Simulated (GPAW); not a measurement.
**Optical response of SiC (Moissanite)**

Aim: the dielectric function of SiC (Moissanite), and the optical constants that follow from it.

Program: GPAW 26.7.0. Level of theory: DFT, PBE, plane-wave PAW (GPAW data sets), scalar-relativistic, RPA, optical limit. Results are calculated unless marked as measured.

**1. Set-up**

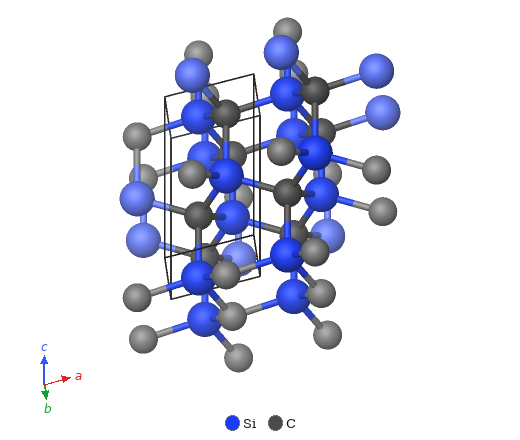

Start, viewed from a free direction; silicon blue, carbon dark grey. 2×2×1 cells are drawn. Some periodic images of atoms are drawn too.

Structure file:

```cif
data_structure
_symmetry_space_group_name_H-M 'P6_3mc'
_symmetry_Int_Tables_number 186
_cell_length_a 3.0760
_cell_length_b 3.0760
_cell_length_c 5.0480
_cell_angle_alpha 90.000
_cell_angle_beta 90.000
_cell_angle_gamma 120.000
_cell_volume 41.36
loop_
_atom_site_label
_atom_site_type_symbol
_atom_site_symmetry_multiplicity
_atom_site_Wyckoff_symbol
_atom_site_fract_x
_atom_site_fract_y
_atom_site_fract_z
_atom_site_occupancy
Si1 Si 2 b 0.66667 0.33333 0.50000 1
C1 C 2 b 0.66667 0.33333 0.88500 1
```

**2. Ground state**

First the ground state: is it a metal or has it a gap?

This step: DFT, PBE, plane-wave PAW (GPAW data sets), scalar-relativistic, ground state (GPAW 26.7.0).

Contents of gs.py:

```python
from ase import Atoms
from ase.dft.bandgap import bandgap
from gpaw import GPAW, PW, FermiDirac

atoms = Atoms(['Si', 'Si', 'C', 'C'],
              cell=[[3.076000000000, 0.000000000000, 0.000000000000],
                    [-1.538000000000, 2.663894142000, 0.000000000000],
                    [0.000000000000, 0.000000000000, 5.048000000000]],
              scaled_positions=[[0.666666666700, 0.333333333300, 0.500000000000],
                                [0.333333333300, 0.666666666700, 0.000000000000],
                                [0.666666666700, 0.333333333300, 0.885000000000],
                                [0.333333333300, 0.666666666700, 0.385000000000]],
              pbc=[True, True, True])
atoms.calc = GPAW(mode=PW(500), xc='PBE', kpts={'size': (12, 12, 5), 'gamma': True},
                  occupations=FermiDirac(0.05), maxiter=150, txt='gs.txt')
print('energy (eV)', atoms.get_potential_energy())
print('Fermi level (eV)', atoms.calc.get_fermi_level())
print('valence electrons', atoms.calc.get_number_of_electrons())
print('gap (eV)', bandgap(atoms.calc, output=None)[0])
print('direct gap (eV)', bandgap(atoms.calc, direct=True, output=None)[0])
atoms.calc.write('gs.gpw')
```

On the command line:

```
OMP_NUM_THREADS=1 python gs.py
```

Numbers of over 12 decimals in the logs are rounded to 6 here.

Output:

```text
__  _  _
 | _ |_)|_||  |
 |__||  | ||/\| - 26.7.0

Versions:
  Python: 3.12.14
  ASE:    3.29.0
  Numpy:  2.5.5
  Scipy:  1.18.1
  Libxc:  7.0.0

Input parameters:
  mode=PW(ecut=500.0),
  kpts=MonkhorstPack(size=(12, 12, 5), gamma=True),
  maxiter=150,
  occupations=Occupations(name='fermi-dirac', width=0.05, fixmagmom=False),
  xc=XC(name='PBE')

Diagonalizing LCAO Hamiltonian
Converting LCAO to pw mode

           C

           Si
        C

        Si

Atoms  # Å, Bohr magnetons
|   | symbol |         x |        y |        z |    initial magnetic moments |
| 0 |     Si |  1.538000 | 0.887965 | 2.524000 | ( 0.0000,  0.0000,  0.0000) |
| 1 |     Si | -0.000000 | 1.775929 | 0.000000 | ( 0.0000,  0.0000,  0.0000) |
| 2 |      C |  1.538000 | 0.887965 | 4.467480 | ( 0.0000,  0.0000,  0.0000) |
| 3 |      C | -0.000000 | 1.775929 | 1.943480 | ( 0.0000,  0.0000,  0.0000) |

Unit cell  # Å
| periodic |         x |        y |        z |  lengths |     angles |
|      yes |  3.076000 | 0.000000 | 0.000000 | 3.076000 |  90.000000 |
|      yes | -1.538000 | 2.663894 | 0.000000 | 3.076000 |  90.000000 |
|      yes |  0.000000 | 0.000000 | 5.048000 | 5.048000 | 120.000000 |

Number of symmetries: 6
Symmetry operations  # r_c * U_cc + t_c -> r_c
|   | kind |            matrix            |
| 0 |  σ   |  1, 1, 0,  0,-1, 0,  0, 0, 1 |
| 1 |  E   |  1, 0, 0,  0, 1, 0,  0, 0, 1 |
| 2 |  C3  |  0, 1, 0, -1,-1, 0,  0, 0, 1 |
| 3 |  σ   |  0,-1, 0, -1, 0, 0,  0, 0, 1 |
| 4 |  σ   | -1, 0, 0,  1, 1, 0,  0, 0, 1 |
| 5 |  C3  | -1,-1, 0,  1, 0, 0,  0, 0, 1 |

BZ-sampling:
  Number of BZ points: 720
  Number of IBZ points: 81

  Monkhorst-Pack size: [12, 12, 5]
  Monkhorst-Pack shift: [0.041667, 0.041667, 0.0]

K-points  # in reciprocal-cell coordinates
|     |                                coordinates |     weight |
|   0 | ( -0.00000000,  -0.00000000,   0.00000000) | 0.00138889 |
|   1 | ( -0.00000000,  -0.00000000,   0.20000000) | 0.00277778 |
|   2 | ( -0.00000000,  -0.00000000,   0.40000000) | 0.00277778 |
|   3 | (  0.08333333,  -0.00000000,  -0.40000000) | 0.00833333 |
|   4 | (  0.08333333,  -0.00000000,  -0.20000000) | 0.00833333 |
|   5 | (  0.08333333,  -0.00000000,   0.00000000) | 0.00833333 |
|   6 | (  0.08333333,  -0.00000000,   0.20000000) | 0.00833333 |
|   7 | (  0.08333333,  -0.00000000,   0.40000000) | 0.00833333 |
|   8 | (  0.16666667,  -0.08333333,   0.00000000) | 0.00833333 |
|   9 | (  0.16666667,  -0.08333333,   0.20000000) | 0.01666667 |
| ... |                                            |            |
|  80 | (  0.50000000,   0.50000000,   0.40000000) | 0.00833333 |

Plane wave coefficients: 1099
Cutoff: 500.0 eV

Spin-components: 1 (collinear spins)
Bands:           14
Projectors:      20
Spin-degeneracy: 2
Datatype:        complex128

Parallelization:
  kpt:    1
  domain: 1
  band:   1

Density:
  Valence electrons: 16.0
  Components: 1
  Grid points: [16 16 27]
  Charge: 0.0  # |e|

Potential:
  Grid points: [16 16 27]

species:
  Si:
    name:    Silicon
    id:
    Z:       14.0
    valence: 4
    core:    10
    charge:  0.0  # [|e|]
    compensation charges:
      type: gauss
      rc: 0.33  # [Å]
      lmax: 2
    cutoffs:
      filter: 1.86  # [Å]
      core: 2.06  # [Å]
    projectors
    | kind |    occ | energy [eV] | rcut [Å] |
    |   3s |  2.000 |     -10.812 |    1.058 |
    |   3p |  2.000 |      -4.081 |    1.058 |
    |    s |        |      16.399 |    1.058 |
    |    p |        |      23.130 |    1.058 |
    |    d |        |       0.000 |    1.058 |

    Using partial waves for Si as LCAO basis

  C:
    name:    Carbon
    id:
    Z:       6.0
    valence: 4
    core:    2
    charge:  0.0  # [|e|]
    compensation charges:
      type: gauss
      rc: 0.20  # [Å]
      lmax: 2
    cutoffs:
      filter: 1.14  # [Å]
      core: 1.14  # [Å]
    projectors
    | kind |    occ | energy [eV] | rcut [Å] |
    |   2s |  2.000 |     -13.751 |    0.635 |
    |   2p |  2.000 |      -5.284 |    0.635 |
    |    s |        |      13.461 |    0.635 |
    |    p |        |      21.927 |    0.635 |
    |    d |        |       0.000 |    0.635 |

    Using partial waves for C as LCAO basis

Reference energy: -17827.944731  # eV

eigensolver:
  PPCG
  Converge bands: occupied
  niter=2

density mixing:
  MSR1-Mixer
  Pratt-step length: 0.05
  Maximum mixing coefficient: 0.75
  Old densities: 10
  SVD Regularization: 0.005
  Good broyden scale: 1.0
  Trust region scale: 1.0
  Backstep threshold: 4.0
  History deletion threshold: 6.0
  Fourier metric: weight=20.0, sigma=0.015

occupation numbers:
  Fermi-Dirac:
    width: 0.0500  # eV

poisson solver:
  ecut: 4000.0  # eV

xc functional:
  name: PBE with 2 nearest neighbor stencil

convergence criteria:
- Maximum [total energy] change in last 3 cyles: 0.0005 eV / valence electron
- Maximum integral of absolute [dens]ity change: 0.0001 electrons / valence electron
- Maximum integral of absolute [eigenst]ate change: 4e-08 eV^2 / valence electron
maximum number of iterations: 150

SCF iterations
|iter     |      energy | eigst |  dens |
|iter:   1||  -33.139704 | -0.14 |       |
|iter:   2||  -32.389752 | -2.08 | -0.56 |
|iter:   3||  -29.863662 | -0.69 | -0.61 |
|iter:   4||  -29.875748 | -2.74 | -1.32 |
|iter:   5||  -29.882222 | -3.39 | -1.68 |
|iter:   6||  -29.882355c| -5.21 | -2.67 |
|iter:   7||  -29.882363c| -6.54 | -3.28 |
|iter:   8||  -29.882363c| -8.01c| -4.13c|

Converged in 8 steps
SCF loop duration: 24.201 s (3.025 s/step)
Energy contributions relative to reference atoms: (reference = -17827.944731)

Energy contributions:
  Kinetic:          32.575194
  Coulomb:         -27.257489
  Zero:             -0.049367
  External:          0.000000
  Xc:              -35.150702
  Entropy:          -0.000000
  Spinorbit:         0.000000
  ----------------------------
  Free energy:     -29.882363
  Extrapolated:    -29.882363

dipole moment: (0.000011, -0.000010, -8.909883)  # |e|*Ang

Fermi level: 9.894
Eigenvalues  # (at kpt = [-0.000, -0.000, 0.000])
| band index |      eig [eV] | occ [0-2] |
|          0 |        -7.183 |     2.000 |
|          1 |        -3.678 |     2.000 |
|          2 |        -0.152 |     2.000 |
|          3 |         6.991 |     2.000 |
|          4 |         6.992 |     2.000 |
|          5 |         8.276 |     2.000 |
|          6 |         8.276 |     2.000 |
|          7 |         8.552 |     2.000 |
|          8 |        13.177 |     0.000 |
|          9 |        14.597 |     0.000 |
|         10 |        15.047 |     0.000 |
|         11 |        15.047 |     0.000 |
|         12 |        16.104 |     0.000 |
|         13 |        17.246 |     0.000 |

Gap: 2.315 eV
Transition (v -> c):
  (s=0, k=0, n=7, [-0.00, -0.00, 0.00]) -> (s=0, k=39, n=8, [0.33, 0.33, 0.00])
Direct/indirect transitions are different
Direct gap: 4.070 eV
Transition at: (s=0, k=78, n=7, [0.50, 0.50, 0.00])

--- standard output ---
energy (eV) -29.882363
Fermi level (eV) 9.894104
valence electrons 16.0
gap (eV) 2.315466
direct gap (eV) 4.069880
```

It took 29 s on 1 thread of Arm Neoverse N1, shared host; peak memory 0.16 GiB.

This step gave:

* energy: -29.88 eV
* Fermi energy: 9.894 eV
* gap on the k-mesh: 2.315 eV
* direct gap on the mesh: 4.070 eV
* electrons: 16

There is a gap, 2.32 eV on this mesh (points off the mesh can give less), so no carriers' term is needed.

**3. Bands for the response**

At the fixed density, many empty bands are solved on the mesh of the response, since the spectrum sums over them.

This step: DFT, PBE, plane-wave PAW (GPAW data sets), scalar-relativistic, bands at fixed density (GPAW 26.7.0).

Contents of nscf.py:

```python
from ase.dft.bandgap import bandgap
from gpaw import GPAW, FermiDirac

calc = GPAW('gs.gpw').fixed_density(kpts={'size': (15, 15, 8), 'gamma': True}, nbands=50, convergence={'bands': 44},
                                    occupations=FermiDirac(0.001), txt='nscf.txt')
print('gap (eV)', bandgap(calc, output=None)[0])
print('direct gap (eV)', bandgap(calc, direct=True, output=None)[0])
print('top band over the Fermi level (eV)', min(calc.get_eigenvalues(kpt=k)[43] for k in range(len(calc.get_ibz_k_points()))) - calc.get_fermi_level())
calc.write('full.gpw', mode='all')
```

On the command line:

```
OMP_NUM_THREADS=1 python nscf.py
```

Output:

```text
Diagonalizing LCAO Hamiltonian
Converting LCAO to pw mode
convergence criteria:
- Maximum integral of absolute [eigenst]ate change: 4e-08 eV^2 / valence electron
maximum number of iterations: 150

SCF iterations
|iter     |      energy | eigst |  dens |
|iter:   1||             | +3.78 |       |
|iter:   2||             | +2.58 |       |
|iter:   3||             | +1.55 |       |
|iter:   4||             | +0.30 |       |
|iter:   5||             | -0.85 |       |
|iter:   6||             | -1.98 |       |
|iter:   7||             | -2.89 |       |
|iter:   8||             | -3.95 |       |
|iter:   9||             | -4.85 |       |
|iter:  10||             | -5.96 |       |
|iter:  11||             | -6.77 |       |
|iter:  12||             | -7.31 |       |
|iter:  13||             | -7.85c|       |
SCF steps: 13
  __  _  _
 | _ |_)|_||  |
 |__||  | ||/\| - 26.7.0

Versions:
  Python: 3.12.14
  ASE:    3.29.0
  Numpy:  2.5.5
  Scipy:  1.18.1
  Libxc:  7.0.0

Input parameters:
  mode=PW(ecut=500.0),
  convergence={'bands': 44},
  gpts=array([16, 16, 27]),
  kpts=MonkhorstPack(size=(15, 15, 8), gamma=True),
  maxiter=150,
  nbands=50,
  occupations=Occupations(name='fermi-dirac', width=0.001, fixmagmom=False),
  parallel={},
  xc=XC(name='PBE')

--- standard output ---
gap (eV) 2.315466
direct gap (eV) 4.082890
top band over the Fermi level (eV) 38.129006
```

It took 5.2 min on 1 thread; peak memory 0.35 GiB.

This step gave:

```
direct gap on the mesh : 4.083 eV
```

**4. Dielectric function, RPA**

Transitions between filled and empty bands, summed over the zone, give the optical response, so mesh, band count and broadening shape it.

The induced potential is part of this response.

This step: DFT, PBE, plane-wave PAW (GPAW data sets), scalar-relativistic, RPA, optical limit (GPAW 26.7.0).

Contents of df.py:

```python
from gpaw.response.df import DielectricFunction

df = DielectricFunction('full.gpw', frequencies={'type': 'nonlinear', 'domega0': 0.03, 'omega2': 8},
                        ecut=60,
                        eta=0.2,
                        nbands=44,
                        txt='df.txt')
for direction in ['x', 'z']:
    df.get_dielectric_function(xc='RPA', direction=direction, filename=f'df_{direction}.csv')
```

On the command line:

```
OMP_NUM_THREADS=1 python df.py
```

Output:

```text
Using integrator: PointIntegrator
NonLinearFrequencyDescriptor(from 0.000 to 59.990 eV, 488 points)
Nonperiodic BCs:  [False False False]
Using integrator: PointIntegrator
NonLinearFrequencyDescriptor(from 0.000 to 59.990 eV, 488 points)
Nonperiodic BCs:  [False False False]

Calculating chi0 body with:
    Ground state adapter containing:
    Number of spins: 1
    Number of kpoints: 1800
    Number of irreducible kpoints: 192
    Number of completely occupied states: 8
    Number of partially occupied states: 8

    Linear response parametrization:
    q_c: [0.0, 0.0, 0.0]
    Number of frequency points: 488
    Planewave cutoff: 60.0
    Number of bands: 44
    Number of planewaves: 37
    Broadening (eta): 0.2

Integrating chi0 body.

Symmetries of q_c:
    Direct symmetries (Uq -> q): 6
    Indirect symmetries (TUq -> q): 6
In total 12 allowed symmetries.

192 groups of equivalent kpoints. 89.333333% reduction.

Integral kind: spectral function

Calculating chi0 optical extensions with:
    Ground state adapter containing:
    Number of spins: 1
    Number of kpoints: 1800
    Number of irreducible kpoints: 192
    Number of completely occupied states: 8
    Number of partially occupied states: 8

    Linear response parametrization:
    Number of frequency points: 488
    Planewave cutoff: 60.0
    Number of bands: 44
    Number of planewaves: 37
    Broadening (eta): 0.2
Integrating chi0 head and wings.

Symmetries of q_c:
    Direct symmetries (Uq -> q): 6
    Indirect symmetries (TUq -> q): 6
In total 12 allowed symmetries.

192 groups of equivalent kpoints. 89.333333% reduction.

Integral kind: spectral function wings
```

Elapsed: 31 s, on 1 thread; peak memory 0.24 GiB.

Read-outs, printed or worked out from the files:

| Property | Result |
| --- | --- |
| electronic dielectric constant ε∞, mean over x, y and z (by symmetry where fewer were run) | 6.804 |
| main peak of Im epsilon, first axis | 6.930 eV |
| centre of weight of the strongest loss peak in the window | 22.15 eV |

Values under the direct gap are tails of Lorentzian lines. Im ε against photon energy; read off at these points:

```tsv
photon energy (eV)	E ∥ x	E ∥ z
0.0	0	0
2.0	0.0975	0.127
4.0	0.425	0.710
6.0	11.2	12.7
6.4	14.3	16.1
6.9	17.3	13.4
8.0	10.7	10.9
10.0	6.23	5.10
12.0	2.94	2.78
14.0	1.73	1.75
16.0	0.995	0.916
18.0	0.548	0.581
20.0	0.306	0.387
22.0	0.228	0.283
24.0	0.263	0.201
26.0	0.180	0.143
28.0	0.144	0.106
30.0	0.131	0.123
32.0	0.118	0.142
34.0	0.109	0.118
36.0	0.105	0.111
```

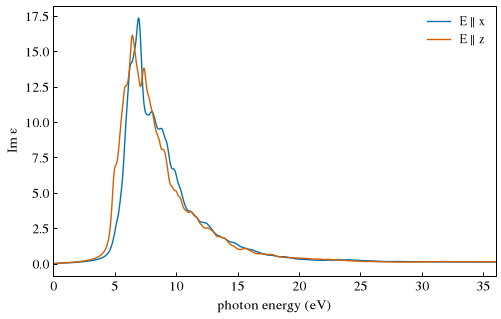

Im ε against photon energy.

Re ε against photon energy:

```tsv
photon energy (eV)	E ∥ x	E ∥ z
0	6.61	7.19
5	12.5	14.0
10	-3.40	-2.95
15	-1.50	-1.41
20	-0.298	-0.238
25	0.225	0.210
30	0.497	0.529
35	0.636	0.629
```

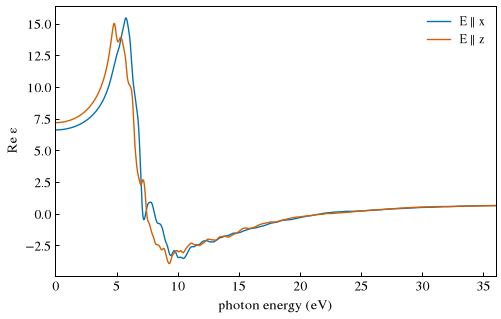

Re ε, plotted against photon energy.

The reflectivity at normal incidence has structure finer than the step of the table below, so its rows give means over 2.5 eV, whole bins alone (the curve runs from 0 to 36 eV). Peaks (eV: height): E ∥ x 7.10: 49.1, 10.59: 52.0, 17.17: 52.8; E ∥ z 9.35: 52.1, 14.87: 54.2.

The reflectivity at normal incidence by photon energy; means over each step:

```tsv
photon energy (eV)	E ∥ x (%)	E ∥ z (%)
2.5	21.5	23.5
5.0	32.4	35.6
7.5	44.0	46.0
10.0	48.9	48.5
12.5	47.8	47.9
15.0	49.3	51.0
17.5	50.6	47.9
20.0	44.8	38.4
22.5	21.8	24.6
25.0	11.5	13.1
27.5	5.96	5.53
30.0	3.23	2.70
32.5	2.01	1.96
```

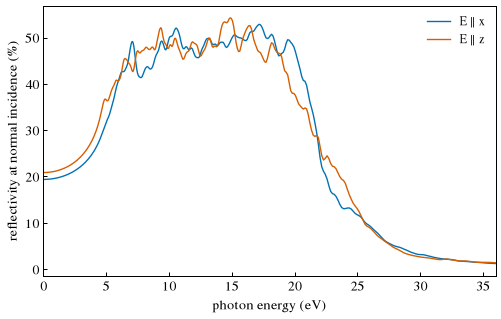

Reflectivity at normal incidence against photon energy.

Refractive index n and extinction k against photon energy:

```tsv
photon energy (eV)	n, E ∥ x	k, E ∥ x	n, E ∥ z	k, E ∥ z
0.0	2.57	0	2.68	0
2.5	2.71	0.0252	2.85	0.0321
5.0	3.55	0.316	3.84	0.884
7.5	2.37	2.25	2.54	2.59
10.0	1.36	2.29	1.21	2.10
12.5	0.834	1.69	0.780	1.61
15.0	0.502	1.32	0.411	1.26
17.5	0.317	0.939	0.362	0.893
20.0	0.254	0.602	0.329	0.589
22.5	0.420	0.291	0.395	0.370
25.0	0.520	0.214	0.487	0.167
27.5	0.631	0.114	0.630	0.0875
30.0	0.711	0.0921	0.732	0.0843
32.5	0.759	0.0746	0.763	0.0826
35.0	0.800	0.0661	0.797	0.0788
```

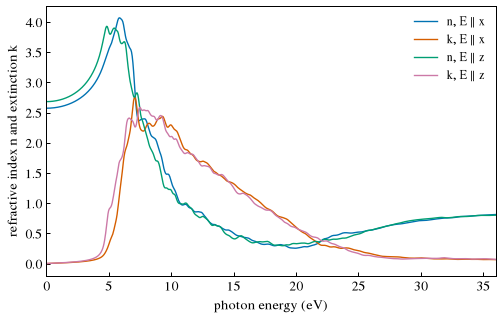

Refractive index n and extinction k against photon energy.

The loss function −Im 1/ε at q → 0 has structure finer than the step of the table below, so its rows give means over 2.5 eV, whole bins alone (the curve runs from 0 to 36 eV). Peaks (eV: height): E ∥ x 21.89: 4.44; E ∥ z 23.30: 3.79.

Values under the direct gap are tails of Lorentzian lines. Loss function −Im 1/ε at q → 0 against energy loss; means over each step:

```tsv
energy loss (eV)	E ∥ x	E ∥ z
2.5	0.00262	0.00290
5.0	0.0163	0.0250
7.5	0.0792	0.0798
10.0	0.131	0.147
12.5	0.224	0.231
15.0	0.348	0.356
17.5	0.642	0.727
20.0	1.89	1.92
22.5	3.52	3.47
25.0	2.14	2.34
27.5	0.924	0.719
30.0	0.483	0.418
32.5	0.330	0.369
```

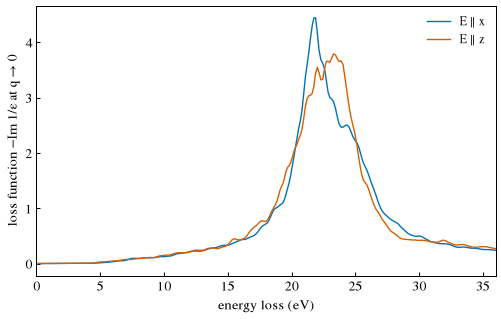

Loss function −Im 1/ε at q → 0 against energy loss.

At chosen wavelengths:

```tsv
wavelength (nm)	n x	k x	R (%) x	1/α x	n z	k z	R (%) z	1/α z
1550	2.58	0.006	19.5	19 µm	2.70	0.008	21.1	16 µm
1064	2.60	0.010	19.7	8.8 µm	2.71	0.012	21.3	7.2 µm
532	2.69	0.023	21.0	1.9 µm	2.83	0.029	22.8	1.5 µm
450	2.74	0.030	21.7	1.2 µm	2.90	0.038	23.7	939 nm
365	2.86	0.044	23.2	653 nm	3.05	0.061	25.6	477 nm
308	3.04	0.072	25.5	341 nm	3.30	0.111	28.7	220 nm
248	3.55	0.315	31.7	63 nm	3.84	0.883	36.5	22 nm
```

Below the direct gap, k and the depth come from the tails of the Lorentzian lines, not from transitions.

Rows near the edge hang on the gap, which this functional as a rule makes too small, and phonon-assisted absorption is left out.

At 1064 nm the birefringence n(z) − n(x) is +0.115: the crystal is uniaxial positive at this level.

**5. Outcome**

```json
{"electronic dielectric constant ε∞, mean over x, y and z (by symmetry where fewer were run) (RPA)": "6.80", "main peak of Im epsilon, first axis": "6.93 eV", "centre of weight of the strongest loss peak in the window, first axis": "22.2 eV"}
```

At this level (PBE, RPA) SiC has a mean ε∞ = 6.80 and n = 2.58 at 1550 nm (E ∥ x), and Im ε peaks at 6.9 eV (E ∥ x). On the mesh the gap is 2.32 eV and the least direct gap 4.08 eV, so on this mesh the band edges lie at different points. Local fields change the static value along x from 7.03 to 6.61 (-6 %). The static values by axis are 6.61 (x), 7.19 (z). At 1064 nm the birefringence n(z) − n(x) is +0.115: the crystal is uniaxial positive at this level. Excitons and phonon-assisted transitions are missing; PBE gaps are as a rule too small, which pulls the onset down and ε∞ up. The sum runs over mesh points, so small or evenly spaced maxima can still be ripples of the mesh.

[Machine, clock and banner lines and Python warnings are left out of the logs.]

[Logs are printed without paths, hosts, clocks, repeated set-up lines and the standing remarks that a program may print on its own settings, such as how far it seeks lower states.]

[Hosts, paths, dates, database ids (printed as entryN), source tags and the programs' standing remarks are cut or masked in the printed files.]
